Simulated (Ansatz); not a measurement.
Si4O (slab)

Input

```
crystal:
  lattice:
    - [3.8333442603, 0.0, 0.0]
    - [0.0, 3.8333442603, 0.0]
    - [0.0, 0.0, 21.2034818054]
  atoms:
    - { symbol: Si, position: [0.0, 0.5, 0.1886482624] }
    - { symbol: Si, position: [0.0, 0.0, 0.2525666261] }
    - { symbol: Si, position: [0.5, 0.0, 0.3191936744] }
    - { symbol: Si, position: [0.5, 0.5, 0.3821769405] }
    - { symbol: O, position: [0.625, 0.875, 0.4859334849], spin: 2.0 }
basis:
  ecutwfc: 420
kpoints:
  mp_grid: { grid: [7, 7, 1] }
hamiltonian:
  xc: pbe
  pseudopotentials: { kind: paw, azcp: { folder: soft_1 } }
  dispersion: d3bj
scf:
  occupations: { method: gaussian, width: 0.05 }
output:
  forces: true
  eigenvalues: true
  populations: true
  write_density: true
  write_potential: true
  elf: true
  volumetric_format: npy
magnetization:
  spin_polarized: true
efield:
  axis: 3
  dipole_correction: true
  ramp_width: 0.04
```

Run with:

```sh
ansatz run input.yaml --threads 1 --pin off --max-ram 3072MiB --backend cpu --events-out ev --progress --plain --runs-dir out
```

A point of a scan over the structure, not its minimum; not relaxed (largest force 1.9 eV/Å); PAW files of the earlier set (soft_1); spin-polarised.

Theory: DFT PBE+D3(BJ), scalar-relativistic, plane waves, PAW in Ansatz.

> What can the converged valence pseudo-density, electron localisation function and spin density tell about the bonding?

Si–Si (2.34 Å): ρ is about 0.58 e/Å³ halfway; the ELF peaks at about 0.95 between the atoms.
The spin density sits on O: +1.3 μB in one cell of 5 atoms, with smaller moments on other sites: Si (up to −0.06 μB): a single local moment. The cell of the calculation (5 atoms) carries 1.2 μB of net spin moment.

> Does the calculation give a band gap?

It is gapless in this calculation (a metal or semimetal).

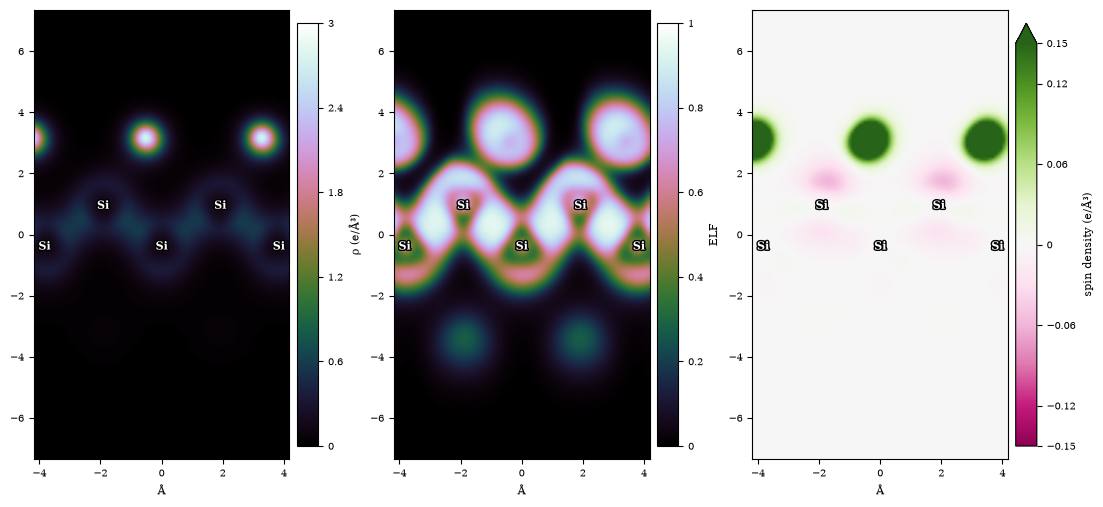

Computed valence pseudo-density, electron localisation function and spin density on the (100) plane of the calculation cell, a cut from vacuum to vacuum, in this order. Atoms just off the plane (O, 0.5 Å away) can leave unmarked features too.

Core electrons are frozen (PAW), and the valence fields are smoothed inside the atomic spheres.
